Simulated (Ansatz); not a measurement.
**Zr$_{16}$S$_{31}$ (charge −1): geometry relaxation (part 1 of 4)**

- system: Zr$_{16}$S$_{31}$ (defect cell, 47 atoms in the cell, total charge −1)
- method: DFT PBE, scalar-relativistic, plane waves, PAW (Ansatz 0.2.0)

The structure derives from a Materials Project entry. The run did not end well. It belongs to a series of runs on one base structure; here: S vacancy (site d), charge -1, atoms relaxed at the host's cell.

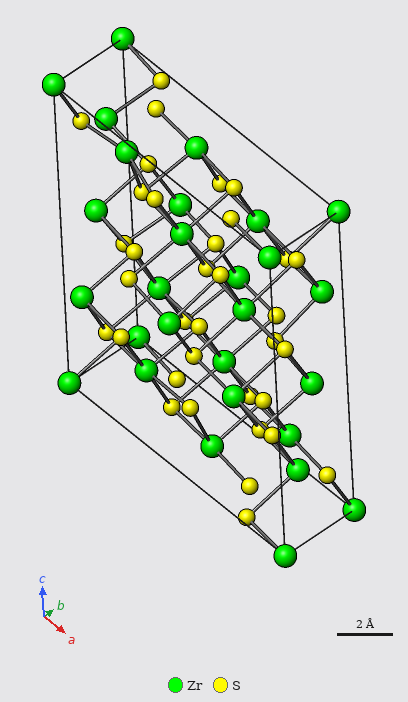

Figure 1. The structure as given in the input (ball-and-stick view of the cell of the calculation, seen slightly off an axis). An atom can appear more than once, as a periodic image.

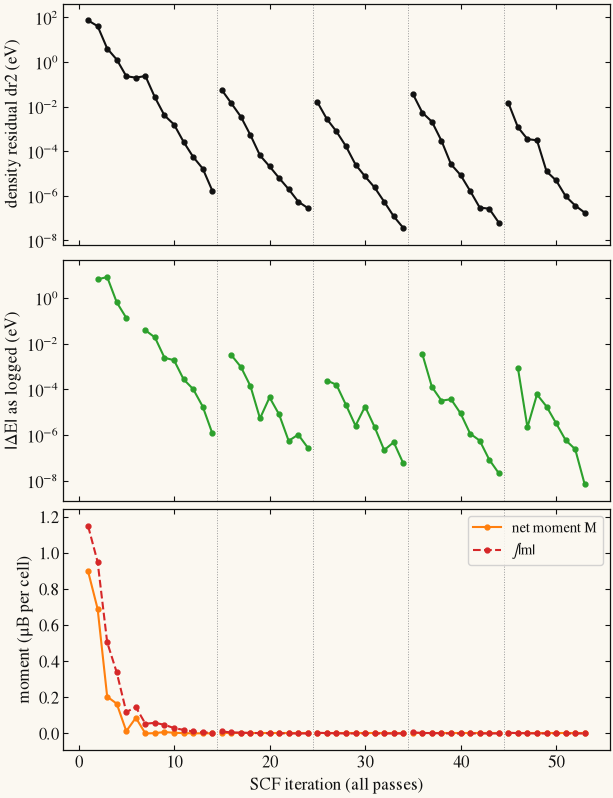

Figure 2. Convergence of the self-consistent field: density residual dr2, size of the energy change and magnetic moment against the SCF iteration. Dotted lines part the SCF passes that the log prints in full. The net moment goes from 0.9 to 0.0 μB per cell, and ∫|m| falls to zero.

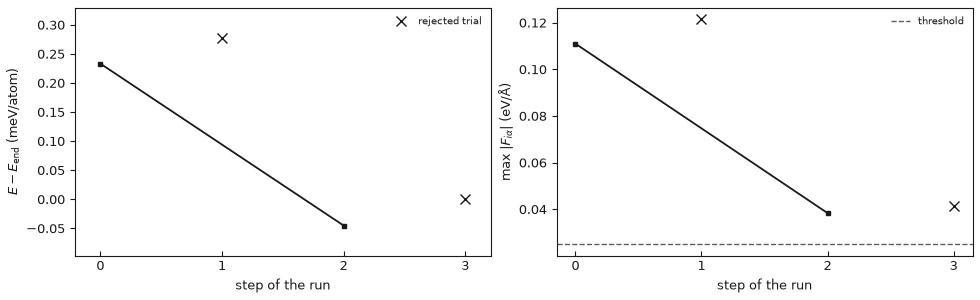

Figure 3. Progress of the relaxation, step by step (the first geometry is step 0 here and step 1 in the log).

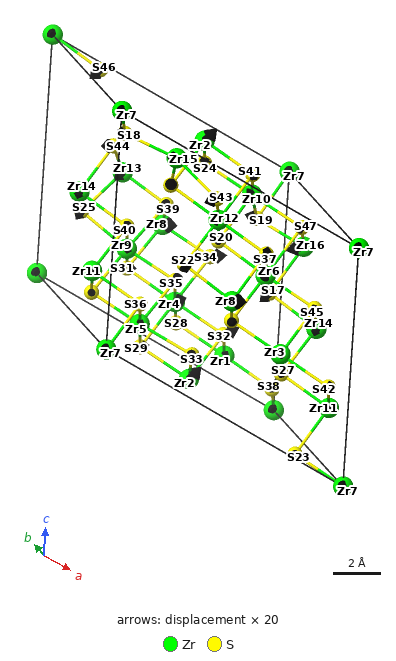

Figure 4. The starting structure with the displacements as black arrows, magnified 20 times (ball-and-stick view of the cell of the calculation, seen slightly off an axis). The run was cut off at its time limit before the relaxation converged, so the last structure is only a point on the way. The largest moves, 0.041 Å, are those of Zr2, Zr8 and Zr16. Largest moves by element: Zr 0.041 Å, S 0.039 Å. The cell doesn't change. Among the contacts that change: Zr2–S26 2.625 → 2.641 Å, Zr2–S24 2.535 → 2.546 Å, Zr10–S19 2.613 → 2.623 Å, Zr14–S17 2.598 → 2.608 Å. Over 3 geometry steps the energy falls by 0.2 meV per atom. The largest force component goes from 0.11 to 0.042 eV/Å. The line search rejected the trial steps at points 1, 3 (counted from 0) and went back. (Atoms are counted from 1 in the order of the input.)

These pictures come from the run below.

### The input
```yaml
crystal:
  lattice:
    - [-7.37041691, -6.3829682806, 6.7579064893]
    - [7.37041691, -6.3829682806, -6.7579064893]
    - [7.37041691, 6.3829682806, 6.7579064893]
  atoms:
    - { symbol: Zr, position: [0.7488206171, 0.8791135061, 0.1226798963] }
    - { symbol: Zr, position: [0.4992645661, 0.5103037826, -0.0009487989] }
    - { symbol: Zr, position: [0.7488206171, 0.1261407208, 0.369707111] }
    - { symbol: Zr, position: [0.4952100696, 0.7524782442, 0.2427318254] }
    - { symbol: Zr, position: [0.2449524972, 0.3807053602, 0.1254050529] }
    - { symbol: Zr, position: [0.7392992844, 0.3640359136, 0.6179451309] }
    - { symbol: Zr, position: [0.001131086, -0.000496329, 0.0007235488] }
    - { symbol: Zr, position: [0.4992645661, 0.000213365, 0.4889607835] }
    - { symbol: Zr, position: [0.2449524972, 0.6195474443, 0.3642471369] }
    - { symbol: Zr, position: [0.7392992844, 0.6213541535, 0.8752633707] }
    - { symbol: Zr, position: [-0.0024270177, 0.2495545596, 0.2480184226] }
    - { symbol: Zr, position: [0.4972663295, 0.2475950302, 0.7496712994] }
    - { symbol: Zr, position: [0.2828936348, 0.8684202852, 0.6271262606], spin: 0.333 }
    - { symbol: Zr, position: [0.001131086, 0.5004075371, 0.501627415] }
    - { symbol: Zr, position: [0.2828936348, 0.1557673743, 0.9144733496], spin: 0.333 }
    - { symbol: Zr, position: [-0.0044080333, 0.7244458162, 0.7711461505], spin: 0.333 }
    - { symbol: S, position: [0.8162413564, 0.5495469191, 0.5291434003] }
    - { symbol: S, position: [0.0680363416, 0.1655735978, 0.8919463123] }
    - { symbol: S, position: [0.8162413564, 0.787097956, 0.7666944372] }
    - { symbol: S, position: [0.5528643336, 0.411867397, 0.6409969366] }
    - { symbol: S, position: [0.0513842314, 0.4156084121, 0.1357758193] }
    - { symbol: S, position: [0.3048000008, 0.031851419, 0.5210483164] }
    - { symbol: S, position: [0.8094228396, 0.042224794, 0.0126829365] }
    - { symbol: S, position: [0.5524794961, 0.6673975568, 0.8857588382] }
    - { symbol: S, position: [0.0680363416, 0.6760900293, 0.4024627438] }
    - { symbol: S, position: [0.3048000008, 0.2837516844, 0.7729485818] }
    - { symbol: S, position: [0.8094228396, 0.2967399031, 0.2671980456] }
    - { symbol: S, position: [0.5558201221, 0.9193824079, 0.1364377142] }
    - { symbol: S, position: [0.3030230249, 0.5417057633, 0.0115199821] }
    - { symbol: S, position: [0.5524794961, 0.1667206579, 0.3850819393] }
    - { symbol: S, position: [0.3030230249, 0.7915030428, 0.2613172616] }
    - { symbol: S, position: [0.688464808, 0.7109211722, 0.2300394532] }
    - { symbol: S, position: [0.4572494884, 0.3527115687, 0.1273060815] }
    - { symbol: S, position: [0.688464808, 0.9584253548, 0.4775436359] }
    - { symbol: S, position: [0.4402960642, 0.5861117591, 0.3541843051] }
    - { symbol: S, position: [0.1899336024, 0.2107398121, 0.231351613] }
    - { symbol: S, position: [0.6880108071, 0.2055859569, 0.729171383] }
    - { symbol: S, position: [0.9373625738, 0.8324240044, 0.1059803359] }
    - { symbol: S, position: [0.4572494884, 0.8299434069, 0.6045379197] }
    - { symbol: S, position: [0.1899336024, 0.4585819895, 0.4791937903] }
    - { symbol: S, position: [0.6880108071, 0.4588394242, 0.9824248502] }
    - { symbol: S, position: [0.9393042006, 0.083585797, 0.3557184036] }
    - { symbol: S, position: [0.4340842292, 0.0777262859, 0.8563579433] }
    - { symbol: S, position: [0.191791801, 0.7149268258, 0.7350889017] }
    - { symbol: S, position: [0.9373625738, 0.3313822379, 0.6049385694] }
    - { symbol: S, position: [0.191791801, 0.9567028993, 0.9768649752] }
    - { symbol: S, position: [0.9347413751, 0.5680765346, 0.8666648405] }
  host:
    lattice:
      - [3.685208455, 0.0, 0.0]
      - [-1.8426042275, 3.1914841403, 0.0]
      - [0.0, 0.0, 6.7579064893]
    atoms:
      - { symbol: Zr, position: [0.0, 0.0, 0.0] }
      - { symbol: S, position: [0.6666666667, 0.3333333333, 0.7856835549] }
      - { symbol: S, position: [0.3333333333, 0.6666666667, 0.2143164451] }
total_charge: -1
basis:
  ecutwfc: 420
  xc_grid: 2
kpoints:
  mp_grid: { grid: [2, 2, 2], shift: [0.5, 0.5, 0.5] }
hamiltonian:
  xc: pbe
scf:
  occupations: { method: gaussian, width: 0.01 }
output:
  forces: true
  stress: false
  eigenvalues: true
  populations: true
  charged_corrections:
    defect_position: [0.05950844, 0.91666667, 0.64284178]
    epsilon: [[53.0164, 0.0, 0.0], [0.0, 53.0164, 0.0], [0.0, 0.0, 3.7275]]
  write_density: true
  write_potential: true
  elf: true
  volumetric_format: npy
magnetization:
  spin_polarized: true
relax:
  adjacent_minimum: "off"
  f_tol: 0.025
  max_steps: 45
```

Command:
```bash
ansatz run input.yaml --threads 4 --pin off --max-ram 10240MiB --backend cpu --events-out ev --progress --plain --runs-dir out
```

### The program's output
```
Engine: ansatz 0.2.0, aarch64-unknown-linux-gnu
Pseudopotentials: kind: paw
Pseudopotential: Zr, paw, valence charge 12, recommended cutoff 420 eV (normal), Zr.paw.azcp
Pseudopotential: S, paw, valence charge 6, recommended cutoff 420 eV (normal), S.paw.azcp
Functional definition: PBE
  parameter kappa = 0.804
  parameter beta = 0.06672455060314922
  exchange = pbe_x(kappa = kappa, mu = beta*pi^2/3)
  correlation = pbe_c(beta = beta)
Crystal: 47 atoms, lattice volume = 1271.707 Å³
Basis set: ecut = 420 eV, 24871 PW (Γ), exchange–correlation on 160×160×160 points (8 copies of the dense FFT grid, shifted against one another)
Bands: 237, of which v1, the nominal top of the filled ones, is band 190 counted from 1 (189 counted from 0)
Symmetry: 2 space group operations
Space group: Cm (ITA 8), of the structure as read, at distance tolerance 1.1e-4 Å
Magnetic group: BNS 8.32 (UNI 39), of the structure as read, at distance tolerance 1.1e-4 Å
k-points: 4 of 8 (time reversal used)
Non-local potential: Zr, projectors of the file, l = 0: 3, l = 1: 2, l = 2: 2, l = 3: 2
Non-local potential: S, projectors of the file, l = 0: 2, l = 1: 2, l = 2: 2
PAW form: soft (Blöchl's): semilocal exchange-correlation on the pseudo side does not see the compensation charge
PAW one-centre angular grid: Zr, 590 points (default); XC on 64 Gauss nodes
PAW one-centre angular grid: S, 110 points (default); XC on 64 Gauss nodes
Initial density: superposition of atomic densities (chi_scale 0.1, normalization cell, long waves kept (reshape's long-wave potential 0.13 eV rms))
Starting moments: Σ|m| = 0.999 μB on 3 of 47 sites
Initial wavefunctions: pseudopotential atomic-orbital guess
Functional: x = pbe(κ = 0.804, μ = 0.2195149727645171), c = pbe(β = 0.06672455060314922)
SCF iter   1: F=—  HF=-94986.886098 eV  |F-HF|=—  |Δ(HF+E_count)|=         —  Δρ=2.06e-2 (↑2.04e-2 ↓2.06e-2)  dr2=7.31e1  dr2_m=2.58e-2  M=0.898 μB ∫|m|=1.149 μB  β_m=0.30  ethr=3.10e-3  ⟨swp⟩=6.0  Hψ=6941  notcnv=0  defer=209
Mixer restart at iter 1: flushing history
preconditioner: auto → Kerker (q_TF=auto, 2.230 Å⁻¹)  [metal: Δε(μ)=0.009 eV  Ē_g=6.858 eV  σ=0.010 eV  W_gap=0.48  n_scr=240 (ndim 8)  ℏωp=16.5 eV  f_vac=0.102  D(μ)=59.89/eV (n_scr^D=532)]
spin=Collinear: Kerker preconditioning applied to the charge; magnetization (m = ρ↑ − ρ↓) channel mixes plain (no charge-response kernel on spin).
SCF iter   2: F=—  HF=-94980.398379 eV  |F-HF|=—  |Δ(HF+E_count)|=    6.49e0  Δρ=1.48e-2 (↑1.45e-2 ↓1.48e-2)  dr2=4.06e1  dr2_m=1.36e-2  M=0.690 μB ∫|m|=0.950 μB  β_m=0.65  ethr=3.10e-3  ⟨swp⟩=2.0  Hψ=2264  notcnv=0  defer=310
SCF iter   3: F=—  HF=-94972.164374 eV  |F-HF|=—  |Δ(HF+E_count)|=    8.23e0  Δρ=4.06e-3 (↑4.00e-3 ↓4.06e-3)  dr2=4.03e0  dr2_m=2.55e-3  M=0.204 μB ∫|m|=0.505 μB  β_m=0.72  ethr=3.10e-3  ⟨swp⟩=2.4  Hψ=2922  notcnv=0  defer=310
SCF iter   4: F=—  HF=-94971.521666 eV  |F-HF|=—  |Δ(HF+E_count)|=   6.43e-1  Δρ=2.19e-3 (↑2.18e-3 ↓2.19e-3)  dr2=1.29e0  dr2_m=4.76e-4  M=0.165 μB ∫|m|=0.338 μB  β_m=0.86  ethr=1.06e-3  ⟨swp⟩=1.6  Hψ=2194  notcnv=0  defer=314
SCF iter   5: F=—  HF=-94971.387920 eV  |F-HF|=—  |Δ(HF+E_count)|=   1.34e-1  Δρ=1.16e-3 (↑1.16e-3 ↓1.14e-3)  dr2=2.31e-1  dr2_m=2.21e-4  M=0.013 μB ∫|m|=0.119 μB  β_m=0.93  ethr=3.42e-4  ⟨swp⟩=2.0  Hψ=2661  notcnv=0  defer=317
preconditioner: auto → Resta (q_TF=auto, 2.230 Å⁻¹)  ε∞=6.2  [insulator: Δε(μ)=0.027 eV  Ē_g=7.228 eV  σ=0.010 eV  W_gap=0.95  n_scr=240 (ndim 8)  ℏωp=16.5 eV  f_vac=0.125  D(μ)=4.51/eV (n_scr^D=12)  ε∞_Penn≈6.2]
spin=Collinear: Resta preconditioning applied to the charge; magnetization (m = ρ↑ − ρ↓) channel mixes plain (no charge-response kernel on spin).
SCF iter   6: F=—  HF=-94971.481869 eV  |F-HF|=—  |Δ(HF+E_count)|=         —  Δρ=1.05e-3 (↑1.05e-3 ↓8.49e-4)  dr2=1.99e-1  dr2_m=3.59e-4  M=0.087 μB ∫|m|=0.146 μB  β_m=0.93  ethr=6.09e-5  ⟨swp⟩=2.1  Hψ=2716  notcnv=0  defer=317
SCF iter   7: F=—  HF=-94971.520293 eV  |F-HF|=—  |Δ(HF+E_count)|=   3.84e-2  Δρ=9.70e-4 (↑9.70e-4 ↓8.00e-4)  dr2=2.36e-1  dr2_m=1.42e-4  M=0.000 μB ∫|m|=0.054 μB  β_m=0.70  ethr=5.25e-5  ⟨swp⟩=2.8  Hψ=2718  notcnv=0  defer=317
SCF iter   8: F=—  HF=-94971.501585 eV  |F-HF|=—  |Δ(HF+E_count)|=   1.87e-2  Δρ=3.93e-4 (↑3.93e-4 ↓2.75e-4)  dr2=2.59e-2  dr2_m=6.24e-5  M=0.002 μB ∫|m|=0.059 μB  β_m=0.85  ethr=5.25e-5  ⟨swp⟩=2.0  Hψ=1949  notcnv=0  defer=317
SCF iter   9: F=—  HF=-94971.504010 eV  |F-HF|=—  |Δ(HF+E_count)|=   2.42e-3  Δρ=1.39e-4 (↑1.39e-4 ↓1.29e-4)  dr2=4.02e-3  dr2_m=9.15e-6  M=0.008 μB ∫|m|=0.048 μB  β_m=0.82  ethr=6.85e-6  ⟨swp⟩=2.1  Hψ=2418  notcnv=0  defer=317
SCF iter  10: F=—  HF=-94971.505892 eV  |F-HF|=—  |Δ(HF+E_count)|=   1.88e-3  Δρ=9.10e-5 (↑7.34e-5 ↓9.10e-5)  dr2=1.58e-3  dr2_m=2.44e-6  M=0.004 μB ∫|m|=0.030 μB  β_m=0.76  ethr=1.06e-6  ⟨swp⟩=2.0  Hψ=2691  notcnv=0  defer=317
SCF iter  11: F=—  HF=-94971.506168 eV  |F-HF|=—  |Δ(HF+E_count)|=   2.76e-4  Δρ=4.26e-5 (↑3.18e-5 ↓4.26e-5)  dr2=2.63e-4  dr2_m=1.25e-6  M=0.002 μB ∫|m|=0.020 μB  β_m=0.84  ethr=4.17e-7  ⟨swp⟩=2.0  Hψ=2583  notcnv=0  defer=317
SCF iter  12: F=—  HF=-94971.506271 eV  |F-HF|=—  |Δ(HF+E_count)|=   1.03e-4  Δρ=1.84e-5 (↑1.84e-5 ↓1.54e-5)  dr2=5.59e-5  dr2_m=4.17e-7  M=0.001 μB ∫|m|=0.011 μB  β_m=0.83  ethr=6.93e-8  ⟨swp⟩=2.0  Hψ=2630  notcnv=0  defer=317
SCF iter  13: F=—  HF=-94971.506289 eV  |F-HF|=—  |Δ(HF+E_count)|=   1.78e-5  Δρ=1.13e-5 (↑1.13e-5 ↓7.81e-6)  dr2=1.68e-5  dr2_m=1.36e-7  M=0.001 μB ∫|m|=0.006 μB  β_m=0.78  ethr=1.47e-8  ⟨swp⟩=2.0  Hψ=2649  notcnv=0  defer=317
SCF iter  14: F=-94971.506290 eV  HF=-94971.506291 eV  |F-HF|=1.94e-7  |Δ(HF+E_count)|=   1.22e-6  Δρ=4.04e-6 (↑4.04e-6 ↓3.84e-6)  dr2=1.73e-6  dr2_m=5.38e-8  M=0.001 μB ∫|m|=0.004 μB  ethr=4.12e-9  ⟨swp⟩=18.8  Hψ=16892  notcnv=0
WARN: the starting moments were not kept: the SCF closed with an absolute magnetisation of 3.8e-3 μB, where they sum to 0.999 μB in size (3 sites). That is at most 0.1 of that sum. Measured as dr2_m measures the in/out step, that magnetisation stands 2.4e-7 eV from none, at or under the dr2_threshold of 1.6e-5 eV: it is no larger than a step whose dr2_m would equal this threshold. The system may hold no moment; this SCF shows only that its start led to no more than that. To try another start: raise the starting moments (crystal.atoms[].spin, magnetization.per_species, magnetization.initial_magnetization, or on a non-collinear deck that types none of these the spinor_matrix: blocks that start its atoms; where the total moment is fixed, keep their sum and leave initial_magnetization as it is; typed ones take the place of any that the run laid by itself, positive ones on a crystal's lanthanoids without a Hubbard term where scf.initial_density.shell_occupations: [] is typed) or, if the notice of its spin-set hold's release reads "site moments contracting" or "site moments show no strong build", lengthen the hold (scf.mixing.spin_hold: { on: { confirm: 4 } }; for m-r²SCAN on two components see the key's manual first). Each may lead to a state that holds a moment. A second SCF, from the converged charge density, with the starting moments and any scf.initial_density.shell_occupations laid on it anew, would have followed, and was not run: the deck does not ask for one (magnetization.retry_lost_moments is false, the default). To let it run, set magnetization.retry_lost_moments: true and run the deck again, where that key's refused combinations let it; where memory then withholds it, that run's warning says so.
SCF 1 converged in 14 iterations: F = -94971.506290 eV  dr2 = 1.73e-6
  greatest PAW one-centre occupation: 0.996 electrons in one spin orbital (limit 2), on the Zr atom at site 15 (counted from 0), in its partial waves of l = 0
relax step   1: F+E_penalty+E_count = -94971.50629033 eV  Δ(F+E_penalty+E_count) = +0.000e0 eV  max|allowed force component| = 1.110e-1 eV/Å  Δτ_max = 0.0000 Å  (14 SCF iters, dr2 threshold 1.56e-5 eV, accepted)
Initial density: handed on by an earlier stage of this run
Starting moments: Σ|m| = 0.999 μB on 3 of 47 sites; this step starts from the density that it was given
Initial wavefunctions: those handed on with the density
iter 1 solved again at ethr=1.47e-5 eV; its pass at ethr=3.10e-3 eV (dr2=5.59e-2 eV) is discarded
```
